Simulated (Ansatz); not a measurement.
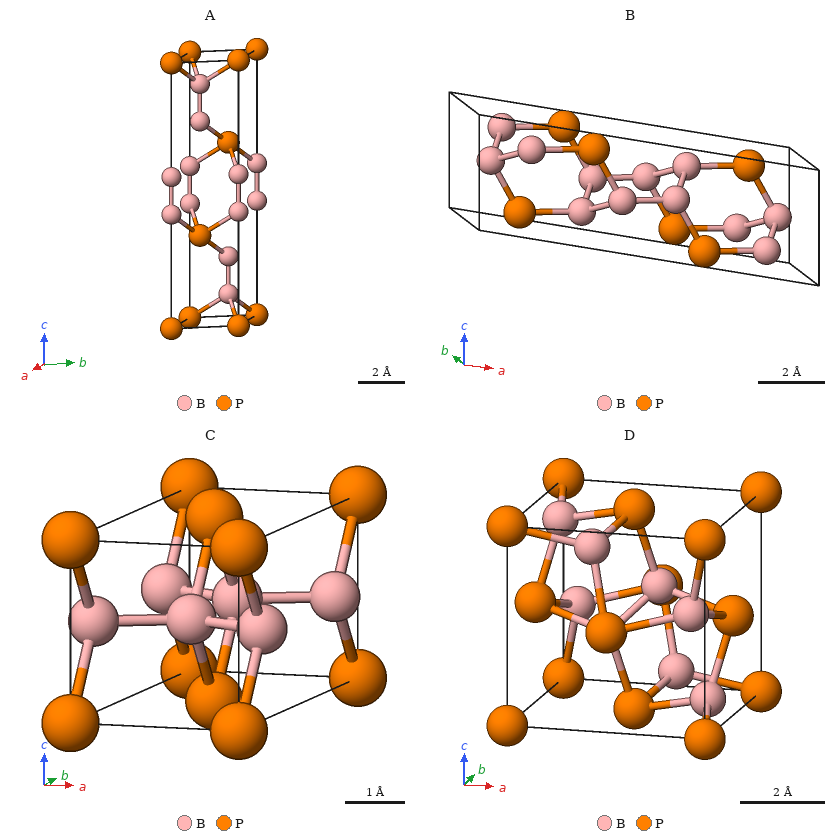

Four structures of B2P, each relaxed to rest (conventional cells in solid outline, small ones repeated, each panel with its own scale). Method: DFT PBE, scalar-relativistic, plane waves, PAW in Ansatz, without spin polarisation.

### What are the structures shown?

A: 9 atoms a cell on a rhombohedral (trigonal R) lattice, R-3m; B: 12 atoms a cell on a base-centred monoclinic lattice, C2/m; C: 6 atoms a cell on a base-centred orthorhombic lattice, Cmmm; D: pyrite, Pa-3.

### Which of these is lowest in energy, and how far above it do the others lie?

B, then C (+174 meV/atom), A (+401 meV/atom) and D (+488 meV/atom), energies at zero smearing.

### Collect the results in a table.

| panel | structure | E − E(lowest) (meV/atom) | volume (Å³/atom) | gap (eV) |
| --- | --- | --- | --- | --- |
| B | C2/m | 0 | 10.1 | metal |
| C | Cmmm | 174 | 10.6 | metal |
| A | R-3m | 401 | 10.4 | metal |
| D | Pa-3 | 488 | 9.9 | metal |

Some of these may be structure types tried for this composition rather than known phases, and the most stable form need not be among them. Gaps are taken on the k-mesh or band path of each run.
